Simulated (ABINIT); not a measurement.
# SiC (P6_3mc): G0W0 with ABINIT, start to end

Wanted: ground state, empty states, screening and self-energy for SiC (P6_3mc).

Main program and level: ABINIT 10.8.3; PBE and many-body steps on it, plane waves.

**The experiments to reproduce.**

- Gap 3.33 eV: band gap at cryogenic temperature; bulk crystal (literature value) (quoted in “Silicon carbide diodes for neutron detection”, 2020, arxiv:2009.14696).

Report form: the programs' logs are mostly left out.

**1. Starting point**

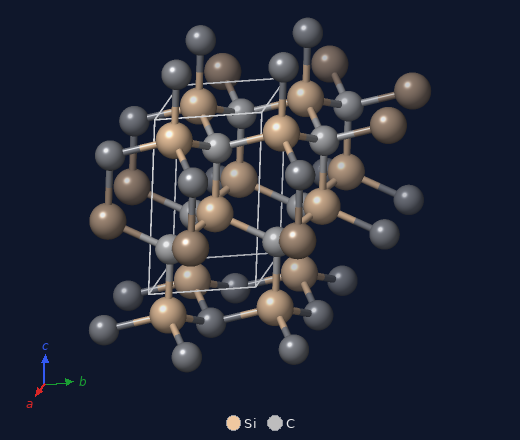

The starting structure, seen slightly off an axis (silicon light orange, carbon light grey). 2×2×1 cells are drawn. Some periodic images of atoms are drawn too.

As a file:

```cif
data_structure
_symmetry_space_group_name_H-M 'P6_3mc'
_symmetry_Int_Tables_number 186
_cell_length_a 3.0735
_cell_length_b 3.0735
_cell_length_c 5.0452
_cell_angle_alpha 90.000
_cell_angle_beta 90.000
_cell_angle_gamma 120.000
_cell_volume 41.27
loop_
_atom_site_label
_atom_site_type_symbol
_atom_site_symmetry_multiplicity
_atom_site_Wyckoff_symbol
_atom_site_fract_x
_atom_site_fract_y
_atom_site_fract_z
_atom_site_occupancy
Si1 Si 2 b 0.33333 0.66667 0.49960 1
C1 C 2 b 0.33333 0.66667 0.87540 1
```

The cell and positions are those that the Materials Project relaxed with its own functionals (PBE, PBE+U or r2SCAN), kept fixed.

**2. Ground state**

This step: ABINIT 10.8.3; DFT, PBE, plane waves, norm-conserving pseudopotentials.

The ground-state density comes first.

run.abi reads:

```
acell 3*1.0 Angstrom
rprim 
  3.073513928196 0.000000000001 0.000000000000
  -1.536756964099 2.661741140703 0.000000000000
  0.000000000000 0.000000000000 5.045247710000
ntypat 2
znucl 14 6
natom 4
typat 1 1 2 2
xred 
  0.333333333333 0.666666666667 0.499602400000
  0.666666666667 0.333333333333 0.999602400000
  0.333333333333 0.666666666667 0.875397600000
  0.666666666667 0.333333333333 0.375397600000
pp_dirpath "pseudos"
pseudos "Si.upf, C.upf"
ecut 37
ngkpt 6 6 4
nshiftk 1
shiftk 0 0 0
kptopt 1
chksymbreak 0
nband 14
occopt 1
tolvrs 1e-10
nstep 60
prtwf 0
optforces 0
optstress 0
indata_prefix "in"
outdata_prefix "out"
tmpdata_prefix "tmp"
```

Command:

```bash
$ OMP_NUM_THREADS=1 mpirun -n 8 abinit run.abi > log
```

Elapsed: 4.2 s, on 8 MPI ranks of Arm Neoverse V2, shared host; peak memory 0.54 GiB; 33 s of CPU time.

This step gave:

```yaml
total_energy: -558.8875 eV
gap: 2.275 eV
k_of_the_valence_top: 0, 0, 0
k_of_the_conduction_bottom: 0.3333, 0.3333, 0
least_direct_gap: 3.985 eV
```

The gap is indirect, with the least direct gap 1.71 eV higher.

**3. Bands along the symmetry lines**

Levels along a band path, at the cheap level, show where the edges lie and whether the meshes to come will hold them.

run.abi reads:

```
acell 3*1.0 Angstrom
rprim 
  3.073513928196 0.000000000001 0.000000000000
  -1.536756964099 2.661741140703 0.000000000000
  0.000000000000 0.000000000000 5.045247710000
ntypat 2
znucl 14 6
natom 4
typat 1 1 2 2
xred 
  0.333333333333 0.666666666667 0.499602400000
  0.666666666667 0.333333333333 0.999602400000
  0.333333333333 0.666666666667 0.875397600000
  0.666666666667 0.333333333333 0.375397600000
pp_dirpath "pseudos"
pseudos "Si.upf, C.upf"
ecut 37
iscf -2
irdden 1
kptopt 0
nkpt 75
kpt 
  0.00000000 0.00000000 0.00000000
  0.06250000 0.00000000 0.00000000
  0.12500000 0.00000000 0.00000000
  0.18750000 0.00000000 0.00000000
  0.25000000 0.00000000 0.00000000
  0.31250000 0.00000000 0.00000000
  0.37500000 0.00000000 0.00000000
  0.43750000 0.00000000 0.00000000
  0.50000000 0.00000000 0.00000000
  0.47916667 0.04166667 0.00000000
  0.45833333 0.08333333 0.00000000
  0.43750000 0.12500000 0.00000000
  0.41666666 0.16666666 0.00000000
  0.39583333 0.20833333 0.00000000
  0.37500000 0.25000000 0.00000000
  0.35416666 0.29166666 0.00000000
  0.33333333 0.33333333 0.00000000
  0.29166666 0.29166666 0.00000000
  0.25000000 0.25000000 0.00000000
  0.20833333 0.20833333 0.00000000
  0.16666666 0.16666666 0.00000000
  0.12500000 0.12500000 0.00000000
  0.08333333 0.08333333 0.00000000
  0.04166667 0.04166667 0.00000000
  0.00000000 0.00000000 0.00000000
  0.00000000 0.00000000 0.06250000
  0.00000000 0.00000000 0.12500000
  0.00000000 0.00000000 0.18750000
  0.00000000 0.00000000 0.25000000
  0.00000000 0.00000000 0.31250000
  0.00000000 0.00000000 0.37500000
  0.00000000 0.00000000 0.43750000
  0.00000000 0.00000000 0.50000000
  0.06250000 0.00000000 0.50000000
  0.12500000 0.00000000 0.50000000
  0.18750000 0.00000000 0.50000000
  0.25000000 0.00000000 0.50000000
  0.31250000 0.00000000 0.50000000
  0.37500000 0.00000000 0.50000000
  0.43750000 0.00000000 0.50000000
  0.50000000 0.00000000 0.50000000
  0.47916667 0.04166667 0.50000000
  0.45833333 0.08333333 0.50000000
  0.43750000 0.12500000 0.50000000
  0.41666666 0.16666666 0.50000000
  0.39583333 0.20833333 0.50000000
  0.37500000 0.25000000 0.50000000
  0.35416666 0.29166666 0.50000000
  0.33333333 0.33333333 0.50000000
  0.29166666 0.29166666 0.50000000
  0.25000000 0.25000000 0.50000000
  0.20833333 0.20833333 0.50000000
  0.16666666 0.16666666 0.50000000
  0.12500000 0.12500000 0.50000000
  0.08333333 0.08333333 0.50000000
  0.04166667 0.04166667 0.50000000
  0.00000000 0.00000000 0.50000000
  0.50000000 0.00000000 0.50000000
  0.50000000 0.00000000 0.43750000
  0.50000000 0.00000000 0.37500000
  0.50000000 0.00000000 0.31250000
  0.50000000 0.00000000 0.25000000
  0.50000000 0.00000000 0.18750000
  0.50000000 0.00000000 0.12500000
  0.50000000 0.00000000 0.06250000
  0.50000000 -0.00000000 0.00000000
  0.33333333 0.33333333 0.50000000
  0.33333333 0.33333333 0.43750000
  0.33333333 0.33333333 0.37500000
  0.33333333 0.33333333 0.31250000
  0.33333333 0.33333333 0.25000000
  0.33333333 0.33333333 0.18750000
  0.33333333 0.33333333 0.12500000
  0.33333333 0.33333333 0.06250000
  0.33333333 0.33333333 0.00000000
istwfk *1
nband 15
nbdbuf 2
tolwfr 1e-08
nstep 40
prtwf 0
prtvol 0
indata_prefix "in"
outdata_prefix "out"
tmpdata_prefix "tmp"
```

Run time: 6.5 s. Hardware: 8 MPI ranks; peak memory 0.51 GiB; 51 s of CPU time.

This step gave:

```
gap                        : 2.275 eV
k of the valence top       : 0, 0, 0
k of the conduction bottom : 0.3333, 0.3333, 0
least direct gap           : 3.985 eV
```

The gap is 2.275 eV, as in the run before at this level.

The electronic bands at the labelled points (eV, zero at the top of the highest filled band; v1 is the highest filled band, c1 the lowest empty one):

```
    point     v4     v3     v2     v1    c1    c2    c3    c4
        Γ  -1.32  -0.11   0.00   0.00  4.82  6.22  6.68  6.68
        M  -5.45  -3.33  -3.30  -1.20  2.79  4.23  6.90  7.14
        K  -6.27  -4.05  -4.05  -3.84  2.28  8.18  8.87  8.87
        Γ  -1.32  -0.11   0.00   0.00  4.82  6.22  6.68  6.68
        A  -0.71  -0.71  -0.71  -0.71  5.91  5.91  7.37  7.37
        L  -2.45  -2.45  -2.34  -2.34  3.29  3.29  5.27  5.27
        H  -5.66  -5.66  -1.74  -1.74  5.08  5.08  6.02  6.02
        A  -0.71  -0.71  -0.71  -0.71  5.91  5.91  7.37  7.37
jump to L  -2.45  -2.45  -2.34  -2.34  3.29  3.29  5.27  5.27
        M  -5.45  -3.33  -3.30  -1.20  2.79  4.23  6.90  7.14
jump to H  -5.66  -5.66  -1.74  -1.74  5.08  5.08  6.02  6.02
        K  -6.27  -4.05  -4.05  -3.84  2.28  8.18  8.87  8.87
```

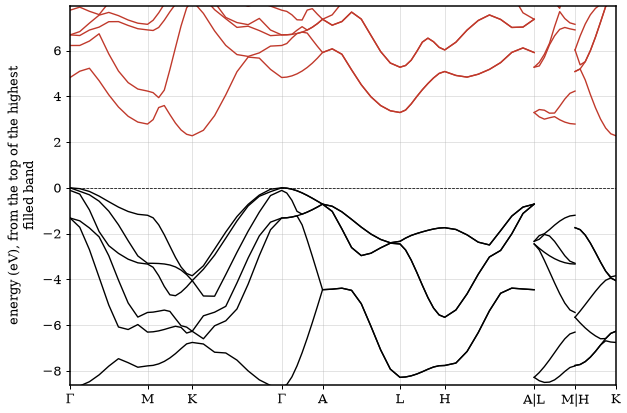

Electronic bands along the path; lines of filled and empty bands in two colours.

**4. Empty states on the mesh, 6×6×4 mesh, 83 bands**

The sums over transitions need many empty states on a uniform mesh; this step solves for them.

run.abi reads:

```
acell 3*1.0 Angstrom
rprim 
  3.073513928196 0.000000000001 0.000000000000
  -1.536756964099 2.661741140703 0.000000000000
  0.000000000000 0.000000000000 5.045247710000
ntypat 2
znucl 14 6
natom 4
typat 1 1 2 2
xred 
  0.333333333333 0.666666666667 0.499602400000
  0.666666666667 0.333333333333 0.999602400000
  0.333333333333 0.666666666667 0.875397600000
  0.666666666667 0.333333333333 0.375397600000
pp_dirpath "pseudos"
pseudos "Si.upf, C.upf"
ecut 37
ngkpt 6 6 4
nshiftk 1
shiftk 0 0 0
kptopt 1
chksymbreak 0
irdden 1
istwfk *1
nband 83
prtvol 0
optdriver 6
gwr_task "HDIAGO"
paral_kgb 0
occopt 1
indata_prefix "in"
outdata_prefix "out"
tmpdata_prefix "tmp"
```

Run time: 50 s. Hardware: 8 MPI ranks; peak memory 4.3 GiB; 6.6 min of CPU time.

Numbers from this step:

```
gap                                                           : 2.275 eV
k of the valence top                                          : 0, 0, 0
k of the conduction bottom                                    : 0.3333, 0.3333, 0
least direct gap                                              : 3.985 eV
k points computed                                             : 21
lowest point of the top converged band, above the valence top : 65.7156 eV
```

On this mesh the gap is 2.275 eV.

**5. Screening, 6×6×4 mesh, 75 bands, screening to 136.1 eV**

The RPA dielectric matrix is built and inverted for each q.

This step: RPA screening on PBE, plane waves, norm-conserving pseudopotentials.

Edit run.abi of step 4 so:

```diff
@@ -22,10 +22,11 @@
 chksymbreak 0
-irdden 1
 istwfk *1
-nband 83
-prtvol 0
-optdriver 6
-gwr_task "HDIAGO"
-paral_kgb 0
 occopt 1
+irdwfk 1
+optdriver 3
+nband 75
+ecuteps 5
+inclvkb 2
+awtr 1
+symchi 1
 indata_prefix "in"
```

The job ended after 24 s (8 MPI ranks; peak memory 1.4 GiB; 3.2 min of CPU time).

This step gave:

```
ε∞ with local fields, on this mesh, along the program's q direction : 6.861
the same without local fields                                       : 7.506
plasma frequency                                                    : 23.12 eV
plane waves in the screening matrix                                 : 135
```

Local fields lower ε∞ by 9 %.

**6. Self-energy, 6×6×4 mesh, 75 bands, screening to 136.1 eV**

The self-energy is evaluated for the states that the input lists, and the levels follow from it, in one-shot runs by the linearised quasiparticle equation.

This step: G0W0 on PBE, plane waves, norm-conserving pseudopotentials.

Edit run.abi of step 5 so:

```diff
@@ -25,8 +25,19 @@
 irdwfk 1
-optdriver 3
+optdriver 4
 nband 75
+gwcalctyp 0
+ecutsigx 37
+symsigma 1
+nkptgw 3
+kptgw 
+  0.0000000000 0.0000000000 0.0000000000
+  0.3333333333 0.3333333333 0.0000000000
+  0.5000000000 0.0000000000 0.0000000000
+bdgw 
+  7 10
+  6 10
+  7 10
 ecuteps 5
-inclvkb 2
-awtr 1
-symchi 1
+irdscr 1
+ppmodel 1
 indata_prefix "in"
```

It took 5.3 s on 8 MPI ranks; peak memory 1.2 GiB.

This step gave:

- G0W0 gap on the points computed: 2.821 eV
- starting gap on the mesh: 2.275 eV
- k of the valence top: 0, 0, 0
- k of the conduction bottom: 0.3333, 0.3333, 0
- Z at the valence top: 0.795
- Z at the conduction bottom: 0.826
- least direct G0W0 gap on the computed points: 4.791 eV

The gap on the mesh goes from 2.28 eV to 2.82 eV, a correction of +0.55 eV.

Limits: finite bands, cutoff and mesh. v1 is the top filled band, c1 the lowest empty one. The levels before and after the correction (eV, zero at the valence-band top of each column):

```
           conduction bottom  valence top
Kohn-Sham               2.28         0.00
     G0W0               2.82         0.00
```

```
                           level  energy (eV)
Kohn-Sham                Γ v2-v1        0.000
Kohn-Sham                   Γ c1        4.820
Kohn-Sham                   Γ c2        6.220
Kohn-Sham  (0.333 0.333 0) v3-v2       -4.053
Kohn-Sham     (0.333 0.333 0) v1       -3.842
Kohn-Sham     (0.333 0.333 0) c1        2.275
Kohn-Sham     (0.333 0.333 0) c2        8.182
     G0W0                Γ v2-v1        0.000
     G0W0                   Γ c1        5.634
     G0W0                   Γ c2        7.038
     G0W0  (0.333 0.333 0) v3-v2       -4.498
     G0W0     (0.333 0.333 0) v1       -4.289
     G0W0     (0.333 0.333 0) c1        2.821
     G0W0     (0.333 0.333 0) c2        9.237
```

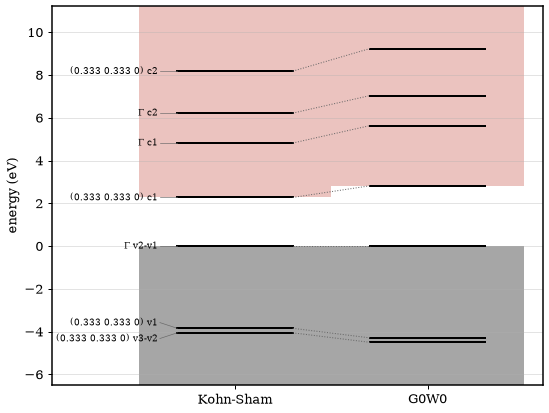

Levels before and after the correction. Shaded: valence and conduction bands.

**7. Where the time went**

Times are wall times on 8 MPI ranks of Arm Neoverse V2, shared host, good to a factor of about two.

```
                          step   time  share  memory (GiB)
                  ground state  4.2 s    5 %          0.54
bands along the symmetry lines  6.5 s    7 %          0.51
      empty states on the mesh   50 s   55 %           4.3
                     screening   24 s   27 %           1.4
                   self-energy  5.3 s    6 %           1.2
```

**8. Results**

```json
{
 "PBE gap": "2.28 eV, indirect",
 "G0W0 gap on the mesh": "2.82 eV",
 "GW settings": "6×6×4 mesh, 75 bands, screening to 136.1 eV, Godby-Needs plasmon pole",
 "known limits": "not at the basis limit"
}
```

G0W0 moves the gap on the mesh from 2.28 eV to 2.82 eV (+0.55 eV), with Z of 0.80 and 0.83 at the edges. Local fields lower the RPA ε∞ on this mesh from 7.51 to 6.86. Only 3 of the mesh's irreducible points were corrected, so a valley elsewhere could overtake. The dearest step here is «empty states on the mesh». Against experiment, by G0W0@PBE: the gap of 2.82 eV lies −0.51 eV from the measured 3.33 eV (kind not stated, quoted 2020). The calculation has static nuclei and no excitons; a measured gap holds zero-point and thermal motion, which mostly lowers it. Bands and cutoff are finite, so the gap is not at the basis limit. The miss can reach some tenths of an eV and take either sign; the mesh is an error of its own. In the G0W0 run levels were corrected at 3 k points alone, so a gap called «on the mesh» is the least over those, and an edge elsewhere would be missed.

[Paths, hosts, dates, memory and timing lines, banners, echoed tables and standing remarks are left out of the program output.]

[Logs are printed without paths, hosts, clocks, repeated set-up lines and the standing remarks that a program may print on its own settings, such as how far it seeks lower states.]

[Runs of the session that timed out or met a known fault of the program may be left out.]

[Hosts, paths, dates, database ids (printed as entryN), source tags and the programs' standing remarks are cut or masked in the printed files.]

[G0W0 gaps are taken among the corrected bands and points alone; a level outside them can change the order at an edge.]

[Where Ansatz stands beside ABINIT at settings called matched, ABINIT's density can come from a denser mesh and the files from another edition; pairs whose starting gaps differed by over 0.03 eV were left out, so agreement reads better than it is.]
